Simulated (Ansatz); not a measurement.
## Single-point calculation, with input and output: CuO (part 2 of 2)

The same run, continued: CuO (P-6m2, 2 atoms in the cell); DFT LDA+U, scalar-relativistic, plane waves, PAW, Ueff = 6 eV on Cu atom 1 d, spin-polarised (Ansatz 0.2.0); cutoff 420 eV, 8×8×7 k-mesh, Gaussian smearing of 0.05 eV, collinear spins. The structure was built on a prototype by a generator; it need not be a known phase. It belongs to a series of runs on one base structure; here: random orbitals: random, high filling.

Geometry of the input (Å; fractional positions):
```
2.8363  0.0000  0.0000
-1.4182  2.4563  0.0000
0.0000  0.0000  2.7681
Cu 0.0000  0.0000  0.0000
O  0.6667  0.3333  0.5000
```

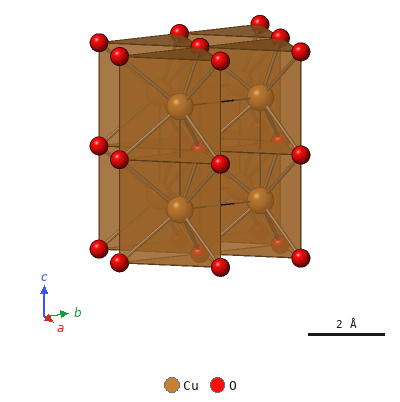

**Figure 1.** The structure as given in the input (polyhedral view of the cell of the calculation, seen slightly off an axis; polyhedra are completed across the faces of the cell).

**What the program printed, continued**
```
SCF iter   1: F=—  HF=-7106.607613 eV  |F-HF|=—  |Δ(HF+E_count)|=         —  Δρ=7.96e-2 (↑4.70e-2 ↓7.96e-2)  dr2=1.05e0  dr2_m=2.27e-1  M=1.000 μB ∫|m|=1.017 μB  β_m=0.30  ethr=3.10e-3  ⟨swp⟩=4.9  Hψ=32355  notcnv=0
preconditioner: auto → none  [insulator: Δε(μ)=0.313 eV  Ē_g=16.295 eV  σ=0.050 eV  W_gap=1.00  n_scr=8 (ndim 8)  ℏωp=34.9 eV  f_vac=0.000  D(μ)=0.00/eV (n_scr^D=0)  ε∞_Penn≈5.6]
SCF iter   2: F=—  HF=-7106.587868 eV  |F-HF|=—  |Δ(HF+E_count)|=   1.97e-2  Δρ=6.75e-2 (↑2.10e-2 ↓6.75e-2)  dr2=5.04e-1  dr2_m=2.35e-1  M=0.934 μB ∫|m|=0.945 μB  β_m=0.30  ethr=3.10e-3  ⟨swp⟩=2.6  Hψ=15986  notcnv=0  defer=224
SCF iter   3: F=—  HF=-7106.587619 eV  |F-HF|=—  |Δ(HF+E_count)|=   2.49e-4  Δρ=4.37e-2 (↑2.31e-2 ↓4.37e-2)  dr2=3.39e-1  dr2_m=6.20e-2  M=1.000 μB ∫|m|=1.018 μB  β_m=1.00  ethr=2.02e-3  ⟨swp⟩=2.1  Hψ=12645  notcnv=0  defer=181
SCF iter   4: F=—  HF=-7106.567391 eV  |F-HF|=—  |Δ(HF+E_count)|=   2.02e-2  Δρ=1.36e-2 (↑1.36e-2 ↓7.39e-3)  dr2=5.73e-3  dr2_m=1.72e-2  M=1.000 μB ∫|m|=1.020 μB  β_m=0.30  ethr=1.36e-3  ⟨swp⟩=2.0  Hψ=12175  notcnv=0  defer=185
SCF iter   5: F=—  HF=-7106.586613 eV  |F-HF|=—  |Δ(HF+E_count)|=   1.92e-2  Δρ=9.45e-3 (↑9.45e-3 ↓6.61e-3)  dr2=1.00e-3  dr2_m=1.11e-2  M=1.000 μB ∫|m|=1.021 μB  β_m=0.30  ethr=2.29e-5  ⟨swp⟩=2.5  Hψ=13509  notcnv=0  defer=187
SCF iter   6: F=—  HF=-7106.595331 eV  |F-HF|=—  |Δ(HF+E_count)|=   8.72e-3  Δρ=6.63e-3 (↑6.63e-3 ↓4.33e-3)  dr2=7.75e-4  dr2_m=5.26e-3  M=1.000 μB ∫|m|=1.021 μB  β_m=1.00  ethr=4.01e-6  ⟨swp⟩=2.5  Hψ=12381  notcnv=0  defer=187
SCF iter   7: F=—  HF=-7106.600297 eV  |F-HF|=—  |Δ(HF+E_count)|=   4.97e-3  Δρ=2.16e-3 (↑1.10e-3 ↓2.16e-3)  dr2=2.08e-4  dr2_m=4.65e-4  M=1.000 μB ∫|m|=1.023 μB  β_m=0.30  ethr=3.10e-6  ⟨swp⟩=2.4  Hψ=13386  notcnv=0  defer=187
SCF iter   8: F=—  HF=-7106.601937 eV  |F-HF|=—  |Δ(HF+E_count)|=   1.64e-3  Δρ=9.99e-4 (↑9.99e-4 ↓7.53e-4)  dr2=1.44e-5  dr2_m=1.34e-4  M=1.000 μB ∫|m|=1.024 μB  β_m=1.00  ethr=8.32e-7  ⟨swp⟩=2.1  Hψ=10512  notcnv=0  defer=187
SCF iter   9: F=—  HF=-7106.602756 eV  |F-HF|=—  |Δ(HF+E_count)|=   8.19e-4  Δρ=2.81e-4 (↑2.81e-4 ↓2.17e-4)  dr2=1.23e-6  dr2_m=1.07e-5  M=1.000 μB ∫|m|=1.024 μB  β_m=0.30  ethr=5.78e-8  ⟨swp⟩=2.0  Hψ=13143  notcnv=0  defer=187
SCF iter  10: F=—  HF=-7106.603224 eV  |F-HF|=—  |Δ(HF+E_count)|=   4.68e-4  Δρ=2.52e-4 (↑2.52e-4 ↓1.67e-4)  dr2=2.46e-6  dr2_m=7.38e-6  M=1.000 μB ∫|m|=1.024 μB  β_m=0.30  ethr=4.93e-9  ⟨swp⟩=2.0  Hψ=13142  notcnv=0  defer=187
Mixer restart at iter 10: flushing history
spin-set hold released at iteration 10 (site moments contracting): the magnetisation degrees of freedom join the quasi-Newton model from the next iteration; the mixer history was flushed
SCF iter  11: F=—  HF=-7106.603463 eV  |F-HF|=—  |Δ(HF+E_count)|=   2.39e-4  Δρ=2.45e-4 (↑1.87e-4 ↓2.45e-4)  dr2=5.85e-7  dr2_m=8.17e-6  M=1.000 μB ∫|m|=1.024 μB  β_m=0.65  ethr=4.93e-9  ⟨swp⟩=2.0  Hψ=13150  notcnv=0  defer=187
SCF iter  12: F=—  HF=-7106.603790 eV  |F-HF|=—  |Δ(HF+E_count)|=   3.27e-4  Δρ=1.50e-3 (↑4.32e-4 ↓1.50e-3)  dr2=5.60e-4  dr2_m=5.49e-5  M=1.000 μB ∫|m|=1.025 μB  β_m=0.40  ethr=2.34e-9  ⟨swp⟩=3.2  Hψ=16866  notcnv=0  defer=187
SCF iter  13: F=—  HF=-7106.603713 eV  |F-HF|=—  |Δ(HF+E_count)|=   7.70e-5  Δρ=1.15e-4 (↑6.35e-5 ↓1.15e-4)  dr2=4.70e-7  dr2_m=1.37e-6  M=1.000 μB ∫|m|=1.024 μB  β_m=0.70  ethr=2.34e-9  ⟨swp⟩=3.0  Hψ=16227  notcnv=0  defer=187
SCF iter  14: F=—  HF=-7106.603713 eV  |F-HF|=—  |Δ(HF+E_count)|=   3.24e-7  Δρ=9.21e-5 (↑2.55e-5 ↓9.21e-5)  dr2=9.23e-7  dr2_m=5.47e-7  M=1.000 μB ∫|m|=1.024 μB  β_m=0.85  ethr=1.88e-9  ⟨swp⟩=1.8  Hψ=9689  notcnv=0  defer=187
SCF iter  15: F=—  HF=-7106.603713 eV  |F-HF|=—  |Δ(HF+E_count)|=   1.58e-8  Δρ=3.73e-5 (↑6.86e-6 ↓3.73e-5)  dr2=3.09e-7  dr2_m=4.33e-8  M=1.000 μB ∫|m|=1.024 μB  β_m=0.84  ethr=1.88e-9  ⟨swp⟩=2.7  Hψ=11290  notcnv=0  defer=187
SCF iter  16: F=—  HF=-7106.603713 eV  |F-HF|=—  |Δ(HF+E_count)|=   3.35e-8  Δρ=8.24e-6 (↑6.17e-6 ↓8.24e-6)  dr2=1.79e-8  dr2_m=1.50e-9  M=1.000 μB ∫|m|=1.024 μB  β_m=0.84  ethr=1.23e-9  ⟨swp⟩=1.5  Hψ=7857  notcnv=0  defer=187
Mixer restart at iter 16: flushing history
SCF iter  17: F=—  HF=-7106.603792 eV  |F-HF|=—  |Δ(HF+E_count)|=         —  Δρ=2.35e-5 (↑5.20e-6 ↓2.35e-5)  dr2=9.20e-8  dr2_m=2.04e-8  M=1.000 μB ∫|m|=1.024 μB  β_m=0.84  ethr=7.15e-11  ⟨swp⟩=1.0  Hψ=7478  notcnv=0  defer=187
SCF iter  18: F=—  HF=-7107.114437 eV  |F-HF|=—  |Δ(HF+E_count)|=   5.11e-1  Δρ=9.25e-2 (↑9.54e-3 ↓9.25e-2)  dr2=1.39e0  dr2_m=3.69e-1  M=0.867 μB ∫|m|=0.886 μB  β_m=0.01  ethr=7.15e-11  ⟨swp⟩=12.9  Hψ=68792  notcnv=0  recentre
SCF iter  19: F=—  HF=-7106.608154 eV  |F-HF|=—  |Δ(HF+E_count)|=   5.06e-1  Δρ=8.53e-4 (↑8.87e-6 ↓8.53e-4)  dr2=1.15e-4  dr2_m=3.15e-5  M=1.000 μB ∫|m|=1.024 μB  β_m=0.02  ethr=7.15e-11  ⟨swp⟩=3.6  Hψ=21558  notcnv=0
SCF iter  20: F=—  HF=-7106.616407 eV  |F-HF|=—  |Δ(HF+E_count)|=   8.25e-3  Δρ=2.56e-3 (↑1.07e-4 ↓2.56e-3)  dr2=1.06e-3  dr2_m=2.77e-4  M=1.000 μB ∫|m|=1.024 μB  β_m=0.03  ethr=7.15e-11  ⟨swp⟩=3.0  Hψ=16795  notcnv=0
SCF iter  21: F=—  HF=-7106.632536 eV  |F-HF|=—  |Δ(HF+E_count)|=   1.61e-2  Δρ=6.35e-3 (↑3.13e-4 ↓6.35e-3)  dr2=6.68e-3  dr2_m=1.68e-3  M=1.000 μB ∫|m|=1.024 μB  β_m=0.03  ethr=7.15e-11  ⟨swp⟩=3.2  Hψ=17264  notcnv=0
SCF iter  22: F=—  HF=-7106.645365 eV  |F-HF|=—  |Δ(HF+E_count)|=   1.28e-2  Δρ=8.21e-3 (↑1.76e-4 ↓8.21e-3)  dr2=1.09e-2  dr2_m=2.87e-3  M=1.000 μB ∫|m|=1.024 μB  β_m=0.02  ethr=7.15e-11  ⟨swp⟩=3.1  Hψ=18142  notcnv=0
SCF iter  23: F=—  HF=-7106.671124 eV  |F-HF|=—  |Δ(HF+E_count)|=   2.58e-2  Δρ=1.41e-2 (↑4.92e-4 ↓1.41e-2)  dr2=3.08e-2  dr2_m=8.73e-3  M=1.000 μB ∫|m|=1.023 μB  β_m=0.23  ethr=7.15e-11  ⟨swp⟩=4.1  Hψ=20995  notcnv=0
SCF iter  24: F=—  HF=-7106.776870 eV  |F-HF|=—  |Δ(HF+E_count)|=   1.06e-1  Δρ=2.63e-2 (↑6.63e-4 ↓2.63e-2)  dr2=1.08e-1  dr2_m=3.11e-2  M=1.000 μB ∫|m|=1.022 μB  β_m=0.26  ethr=7.15e-11  ⟨swp⟩=5.0  Hψ=27433  notcnv=0
SCF iter  25: F=—  HF=-7106.883735 eV  |F-HF|=—  |Δ(HF+E_count)|=   1.07e-1  Δρ=3.54e-2 (↑3.15e-3 ↓3.54e-2)  dr2=1.96e-1  dr2_m=5.61e-2  M=0.990 μB ∫|m|=1.010 μB  β_m=0.31  ethr=7.15e-11  ⟨swp⟩=4.8  Hψ=28691  notcnv=0  defer=79
SCF iter  26: F=—  HF=-7107.101004 eV  |F-HF|=—  |Δ(HF+E_count)|=   2.17e-1  Δρ=1.88e-2 (↑1.50e-2 ↓1.88e-2)  dr2=5.37e-2  dr2_m=2.69e-2  M=0.990 μB ∫|m|=1.013 μB  β_m=0.67  ethr=7.15e-11  ⟨swp⟩=6.1  Hψ=36577  notcnv=0  defer=169
SCF iter  27: F=—  HF=-7107.450276 eV  |F-HF|=—  |Δ(HF+E_count)|=   3.49e-1  Δρ=7.79e-2 (↑7.86e-3 ↓7.79e-2)  dr2=1.05e0  dr2_m=2.23e-1  M=0.918 μB ∫|m|=0.941 μB  β_m=0.62  ethr=7.15e-11  ⟨swp⟩=6.3  Hψ=37313  notcnv=0  defer=191  recentre
SCF iter  28: F=—  HF=-7107.497618 eV  |F-HF|=—  |Δ(HF+E_count)|=   4.73e-2  Δρ=6.17e-2 (↑6.48e-3 ↓6.17e-2)  dr2=6.83e-1  dr2_m=1.55e-1  M=0.914 μB ∫|m|=0.940 μB  β_m=0.92  ethr=7.15e-11  ⟨swp⟩=6.0  Hψ=34552  notcnv=0  defer=177
SCF iter  29: F=—  HF=-7107.683068 eV  |F-HF|=—  |Δ(HF+E_count)|=   1.85e-1  Δρ=6.65e-2 (↑9.47e-3 ↓6.65e-2)  dr2=7.59e-1  dr2_m=1.55e-1  M=0.832 μB ∫|m|=0.864 μB  β_m=0.81  ethr=7.15e-11  ⟨swp⟩=5.4  Hψ=35190  notcnv=0  defer=171
SCF iter  30: F=—  HF=-7107.671024 eV  |F-HF|=—  |Δ(HF+E_count)|=   1.20e-2  Δρ=1.50e-2 (↑3.44e-3 ↓1.50e-2)  dr2=3.11e-2  dr2_m=1.14e-2  M=0.877 μB ∫|m|=0.913 μB  β_m=0.85  ethr=7.15e-11  ⟨swp⟩=6.1  Hψ=38318  notcnv=0  defer=166
SCF iter  31: F=—  HF=-7107.686990 eV  |F-HF|=—  |Δ(HF+E_count)|=   1.60e-2  Δρ=9.40e-3 (↑5.87e-3 ↓9.40e-3)  dr2=5.62e-3  dr2_m=8.89e-3  M=0.937 μB ∫|m|=0.978 μB  β_m=0.93  ethr=7.15e-11  ⟨swp⟩=5.8  Hψ=35472  notcnv=0  defer=163
SCF iter  32: F=—  HF=-7107.689709 eV  |F-HF|=—  |Δ(HF+E_count)|=   2.72e-3  Δρ=1.45e-2 (↑3.03e-3 ↓1.45e-2)  dr2=3.65e-2  dr2_m=7.75e-3  M=1.000 μB ∫|m|=1.057 μB  β_m=0.89  ethr=7.15e-11  ⟨swp⟩=5.8  Hψ=33025  notcnv=0  defer=172  recentre
SCF iter  33: F=—  HF=-7107.694958 eV  |F-HF|=—  |Δ(HF+E_count)|=   5.25e-3  Δρ=4.63e-3 (↑1.23e-3 ↓4.63e-3)  dr2=2.80e-3  dr2_m=1.26e-3  M=1.000 μB ∫|m|=1.055 μB  β_m=0.78  ethr=7.15e-11  ⟨swp⟩=5.4  Hψ=32580  notcnv=0  defer=180
SCF iter  34: F=—  HF=-7107.695466 eV  |F-HF|=—  |Δ(HF+E_count)|=   5.08e-4  Δρ=4.92e-3 (↑6.29e-4 ↓4.92e-3)  dr2=3.85e-3  dr2_m=1.12e-3  M=1.000 μB ∫|m|=1.054 μB  β_m=0.89  ethr=7.15e-11  ⟨swp⟩=4.1  Hψ=24296  notcnv=0  defer=180
SCF iter  35: F=—  HF=-7107.695053 eV  |F-HF|=—  |Δ(HF+E_count)|=   4.13e-4  Δρ=1.84e-3 (↑5.95e-4 ↓1.84e-3)  dr2=3.71e-4  dr2_m=2.17e-4  M=1.000 μB ∫|m|=1.055 μB  β_m=0.85  ethr=7.15e-11  ⟨swp⟩=4.2  Hψ=22797  notcnv=0  defer=180
SCF iter  36: F=—  HF=-7107.695046 eV  |F-HF|=—  |Δ(HF+E_count)|=   6.40e-6  Δρ=1.26e-4 (↑1.26e-4 ↓9.47e-5)  dr2=2.09e-6  dr2_m=1.18e-6  M=1.000 μB ∫|m|=1.055 μB  β_m=0.83  ethr=7.15e-11  ⟨swp⟩=4.2  Hψ=21773  notcnv=0  defer=180
SCF iter  37: F=—  HF=-7107.695050 eV  |F-HF|=—  |Δ(HF+E_count)|=   3.51e-6  Δρ=1.93e-4 (↑4.32e-5 ↓1.93e-4)  dr2=6.88e-6  dr2_m=1.32e-6  M=1.000 μB ∫|m|=1.055 μB  β_m=0.92  ethr=7.15e-11  ⟨swp⟩=3.0  Hψ=16653  notcnv=0  defer=180
SCF iter  38: F=—  HF=-7107.695052 eV  |F-HF|=—  |Δ(HF+E_count)|=   1.78e-6  Δρ=1.08e-4 (↑7.60e-5 ↓1.08e-4)  dr2=3.02e-6  dr2_m=1.57e-7  M=1.000 μB ∫|m|=1.055 μB  β_m=0.75  ethr=7.15e-11  ⟨swp⟩=3.0  Hψ=18028  notcnv=0  defer=180
SCF iter  39: F=—  HF=-7107.695051 eV  |F-HF|=—  |Δ(HF+E_count)|=   3.43e-7  Δρ=6.60e-5 (↑6.10e-5 ↓6.60e-5)  dr2=1.67e-6  dr2_m=2.13e-7  M=1.000 μB ∫|m|=1.055 μB  β_m=0.65  ethr=7.15e-11  ⟨swp⟩=3.0  Hψ=16848  notcnv=0  defer=180
SCF iter  40: F=—  HF=-7107.695051 eV  |F-HF|=—  |Δ(HF+E_count)|=   1.71e-8  Δρ=3.51e-5 (↑1.98e-5 ↓3.51e-5)  dr2=1.72e-7  dr2_m=8.92e-8  M=1.000 μB ∫|m|=1.055 μB  β_m=0.78  ethr=7.15e-11  ⟨swp⟩=2.4  Hψ=14166  notcnv=0  defer=180
iter 41 did not close the SCF: its close was put off for a magnetic moment that had not settled (scf_convergence_deferred on its scf_iter line)
SCF iter  41: F=-7107.695051 eV  HF=-7107.695051 eV  |F-HF|=2.32e-9  |Δ(HF+E_count)|=   8.97e-8  Δρ=9.70e-6 (↑3.87e-6 ↓9.70e-6)  dr2=1.15e-8  dr2_m=5.72e-9  M=1.000 μB ∫|m|=1.055 μB  β_m=0.89  ethr=7.15e-11  ⟨swp⟩=6.7  Hψ=44112  notcnv=0
SCF iter  42: F=-7107.695051 eV  HF=-7107.695051 eV  |F-HF|=1.04e-9  |Δ(HF+E_count)|=   1.27e-8  Δρ=2.54e-6 (↑1.25e-6 ↓2.54e-6)  dr2=1.47e-9  dr2_m=1.87e-10  M=1.000 μB ∫|m|=1.055 μB  ethr=4.60e-11  ⟨swp⟩=4.6  Hψ=38680  notcnv=0
WARN: hamiltonian.hubbard: on 1 of 2 specified blocks the occupation matrix of this SCF's result fails the test of the specified filling. At site 0 ↓ (sites count from 0 in the list of atoms of the cell that this SCF solves) the least filled combination of the orbitals specified full has occupation 0.841, and the fullest combination of the orbitals specified empty has occupation 0.949; the filling counts as kept where the first is at least 0.75 and exceeds the second by more than 0.25. The state of this SCF's result may not hold the specified filling, though these bounds can also misjudge a state that does. This warning does not say which state is lower in energy, or whether the specified filling is a self-consistent state at all; see hamiltonian.hubbard.sites[].starting_ns, Limitations, and scf.initial_density.shell_occupations in the input reference
SCF 1 converged in 42 iterations: F = -7107.695051 eV  dr2 = 1.47e-9
  greatest PAW one-centre occupation: 1.000 electrons in one spin orbital (limit 2), on the Cu atom at site 0 (counted from 0), in its partial waves of l = 1
SCF converged after 42 iterations
Magnetization: 0.9999 μB (12.9999 up, 12.0001 down)
Absolute magnetization: 1.0532 μB (∫|ρ↑−ρ↓|, with the PAW one-centre terms)
Spin contamination: 0.0035 ħ² per cell (⟨S²⟩ above its minimum at these occupations)
Per-site moments (μB) at R_I (Å): [(0.39647638567045573, 0.8844438785391029), (0.6054483371758812, 0.8844438785391029)]
Free energy (F): -7107.695051 eV
Harris-Foulkes:  -7107.695051 eV  (|F-HF|=1.04e-9)
Internal energy: -7107.694080 eV  (E = F + TS)
E sigma→0 (E₀):  -7107.694566 eV
Entropy (-TS):   -0.000971 eV (-0.486 meV/atom)
Fermi energy:    11.341169 eV
--- Per-component energies (eV) ---
  E_band       = -425.357855
  E_kinetic    = 470.315831
  E_local      = -4676.886027  (includes V_loc(G=0)·N_el)
  E_nonlocal   = 455.600089
  E_hartree    = 2030.232751
  E_xc         = -158.886565
  E_vxc        = -205.227747  (∫ρ·V_xc dr)
  E_hubbard    = 0.999501  (on-site DFT+U / exact-exchange correction)
  E_vhub       = -26.846855  (the Hubbard potential's part of the band-sum identity)
  E_paw        = -1747.780353  (= ΣΔE_a)
  E_vpaw       = -502.778986  (= ΣTr[D̂ρ^β])
  E_aug_tail   = 0.002357  (compensation charges beyond the density's cutoff)
  E_ewald      = -3481.838246
  E_core_change = 0.546582  (= ΣΔE_core)
  E_smearing   = -0.000971  (= −TS)
  E_closure    = 0.000000  (closes the sum)
  Σ components = -7107.695051   (vs F -7107.695051, Δ=0.00e0)
--- Specified on-site occupations, and those of the state reported ---
  electrons in the specified blocks: 8.7500 specified, 9.6153 found
  site 0 (l=d) ↓: largest change of an orbital's occupation 0.9342; electrons 3.9000 specified, 4.6309 found; spectral distance 0.8318
  site 0 (l=d) ↑: largest change of an orbital's occupation 0.0273; electrons 4.8500 specified, 4.9844 found; spectral distance 0.0601
--- Forces (eV/Å), atoms counted from 1 ---
  atom   1  Cu    -0.00013767    -0.00002722    -0.00000293
  atom   2  O      0.00014269     0.00001723     0.00000053
  max |Σ_I F_I| component: 9.99e-6 eV/Å
--- Stress (GPa, compression-positive) ---
       -7.078221       0.000868      -0.000086
        0.000868      -7.078569      -0.000034
       -0.000092      -0.000037     -16.075170
  P = ⅓ Tr σ = -10.0773 GPa (-100.773 kbar)
--- Band table (eV; the first three rows and the last of 452) ---
  k-point 0 ↑: bands = ["-98.4454", "-56.3799", "-56.2200", "-56.2199", "-7.5090", "6.5479", "6.5806", "6.5806", "7.9106", "7.9107", "8.7764", "10.6974", "10.6974", "13.0189", "27.2001", "28.5852", "28.5852"]
  k-point 1 ↑: bands = ["-98.4452", "-56.3845", "-56.2196", "-56.2195", "-7.3486", "6.1510", "6.6591", "6.6591", "7.7722", "7.7723", "8.3067", "10.7256", "10.7257", "14.0312", "25.7819", "29.0426", "29.0427"]
  k-point 2 ↑: bands = ["-98.4457", "-56.3945", "-56.2188", "-56.2187", "-6.9565", "4.8596", "6.8154", "6.8155", "7.5321", "7.5321", "8.2994", "10.7331", "10.7331", "15.8903", "23.1465", "30.3706", "30.3706"]
  k-point 225 ↓: bands = ["-97.9420", "-55.8314", "-55.8012", "-55.7825", "-4.9571", "5.4886", "6.4690", "7.2945", "8.6607", "8.7753", "9.0989", "10.4920", "12.4611", "17.4594", "22.6778", "24.5406", "26.6149"]
Occupation matrices written to [file]
--- Löwdin populations: 2 sites ---
  site symbol       q [e]    m [muB]
     0     Cu     18.1238     0.3212
     1      O      6.7678     0.6865
  spilling = 0.004335 (of n_electrons = 25.000000)
--- Occupation matrices: 1 shell (run DFT+U table (all-electron-ortho-atomic); ε = 1.74e-3) ---
  Cu0 d_3D: site group D3h (-6m2)
  Cu0 d_3D up     Tr n = 4.9844  λ = 0.996 0.996 0.997 0.997 0.997  [5× z2 0.20 E''(0.40)]
  Cu0 d_3D dn     Tr n = 4.6309  λ = 0.841 0.841 0.976 0.976 0.996  [2× xz 0.50 E''(1.00) | 2× x2-y2 0.50 E'(1.00) | z2 1.00 A1'(1.00)]
  specified occupation → Cu0 d_3D up: matrix, ‖Δ‖_F = 0.0601, Tr Δ = -0.1344, displaced = 0.0672, d_λ = 0.0601; orbital distance = 0.0000
  specified occupation → Cu0 d_3D dn: matrix, ‖Δ‖_F = 0.9473, Tr Δ = -0.7309, displaced = 0.5831, d_λ = 0.8318; orbital distance = 1.0994
  Tr n, λ and their labels are of the run-group-symmetrised matrices; stabiliser: 12 of 24 elements of G0×{1,Θ} (closed), max defect 5.3e-5 at τ = 3.7e-4
```

**Key numbers**

- outcome: converged
- space group (tolerance 0.01 Å): P-6m2 (187)
- electrons treated: 25
- free energy: −7107.6951 eV
- Fermi energy: 11.341 eV
- gap on the k-point mesh: none (metallic)
- net moment of the cell: 1.00 μB
- integrated absolute moment: 1.05 μB
- pressure: −10.08 GPa
- largest force (length of the vector): under 0.001 eV/Å
- hardware: 2 threads of Intel Xeon (Sapphire Rapids), 32 GiB of memory available, shared host
- wall time: 28 s (CPU time 54 s)
- peak memory: 0.53 GiB

Warnings of the run: the typed occupations were not kept; the occupation matrices lower the symmetry.
